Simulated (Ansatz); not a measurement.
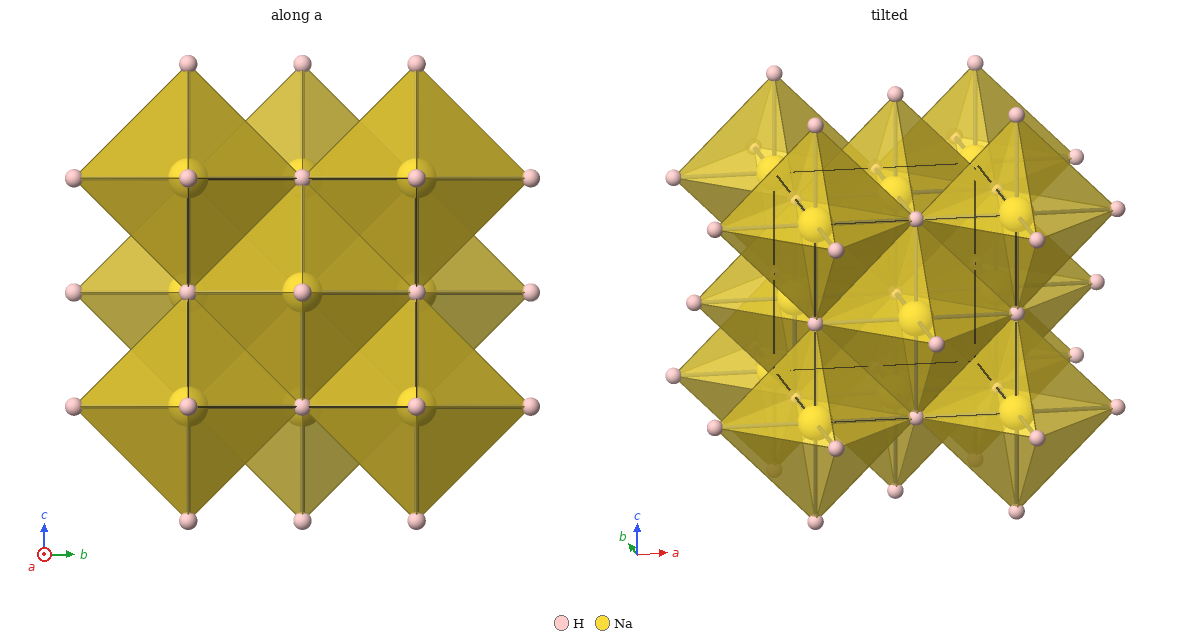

Figure: polyhedral view along the a axis and slightly off an axis. The box is the drawn cell (a repeat of the simulation cell); atoms on or close to its faces, edges and corners are drawn wherever they repeat. Some atoms of the next cells are drawn as well.

NaH, a = 4.80 Å, b = 4.80 Å, c = 4.80 Å, α = 90.00°, β = 90.00°, γ = 90.29°.

The calculation used G0W0 on PBE, plane waves, PAW (Ansatz 0.2.0), with 420 eV cutoff, k-points about 0.38 Å⁻¹ apart, no spin polarisation.

### Classify it as metallic or gapped, with the value.

An insulator at this level, with a gap of 3.83 eV, indirect; the smallest direct gap is 4.67 eV.

The initial geometry was a structure type filled with these elements by a generator (whether the compound takes this form wasn't checked). Earlier steps of the study may have refined or changed the cell and positions. An electronic-structure calculation with Ansatz was run on it.
